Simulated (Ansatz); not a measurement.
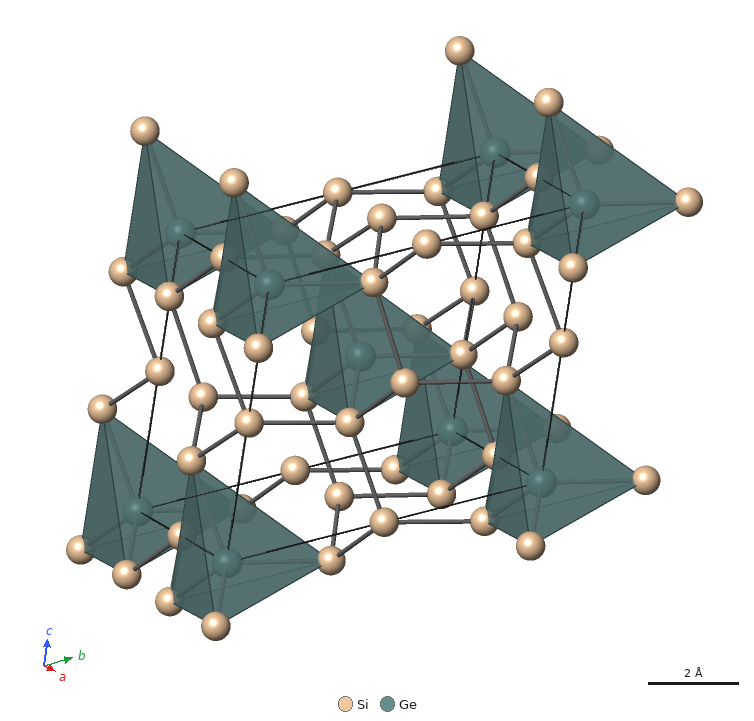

Figure: polyhedral view slightly off an axis. The simulation cell is drawn as a box. A few atoms beyond the faces are included.

Input for the calculation:
```yaml
crystal:
  lattice:
    - [-5.3427094894, 0.0686721326, -5.435616437]
    - [0.0303815683, -5.3551500611, -5.3973258727]
    - [-5.4495039273, -5.5002350632, 0.1754665704]
  atoms:
    - { symbol: Si, position: [0.3758490046, 0.3739919963, 0.3710624162] }
    - { symbol: Si, position: [0.8755870654, 0.8718198671, 0.8723733963] }
    - { symbol: Si, position: [0.4994869122, -0.0007515766, 0.5010944178] }
    - { symbol: Si, position: [0.0002463058, 0.5004834993, -0.0004686659] }
    - { symbol: Si, position: [0.5025797793, 0.4983157074, -1.57272e-05] }
    - { symbol: Si, position: [0.9994012776, 1.0032232105, 0.4996137179] }
    - { symbol: Si, position: [-0.0005091835, 0.4985396149, 0.5008294664] }
    - { symbol: Si, position: [0.4977208182, -4.1869e-06, 0.0006539717] }
    - { symbol: Si, position: [0.8766099156, 0.3752028627, 0.3713769635] }
    - { symbol: Si, position: [0.3776575788, 0.8751955188, 0.8760616888] }
    - { symbol: Si, position: [0.3732123023, 0.3721177962, 0.8805652094] }
    - { symbol: Si, position: [0.8742292258, 0.8723375584, 0.3775503854] }
    - { symbol: Si, position: [0.3736749532, 0.8765077352, 0.3768442925] }
    - { symbol: Si, position: [0.8740839079, 0.3840342701, 0.8714932024] }
    - { symbol: Ge, position: [0.4993367621, 0.4984541854, 0.5030273158] }
    - { symbol: Ge, position: [1.0008333746, 1.0005319413, 0.9979379491] }
basis:
  ecutwfc: 420
kpoints:
  mp_grid: { grid: [6, 6, 6] }
hamiltonian:
  xc: pbesol
scf:
  occupations: { method: gaussian, width: 0.03 }
output:
  forces: true
  stress: true
  eigenvalues: true
```
Run as:
```sh
ansatz run input.yaml --threads 2 --pin off --max-ram 5120MiB --backend cpu --events-out ev --progress --plain --runs-dir out
```

All computed values are from Ansatz 0.2.0, DFT PBEsol, scalar-relativistic, plane waves, PAW. Settings: plane-wave cutoff 420 eV, a 6×6×6 mesh of k-points, Gaussian smearing of 0.03 eV, no spin polarisation.

### What does the calculation say: metal or gapped?

A semiconductor at this level, with a gap of 0.13 eV on the k-mesh (the true edges may lie between mesh points, so the gap can be somewhat smaller).

### Give the pressure and its sign.

The computed pressure is 0.3 GPa (compressed: it would expand). The stress isn't hydrostatic: its largest component is 3.8 GPa.

The starting point was a structure listed in the Materials Project. The cell was then strained or its atoms displaced on purpose. An electronic-structure calculation with Ansatz was run on it.

At this level of theory the run's own cell isn't at rest (forces up to 0.8 eV/Å), so its distances can differ from those at equilibrium, the more so the softer the solid.
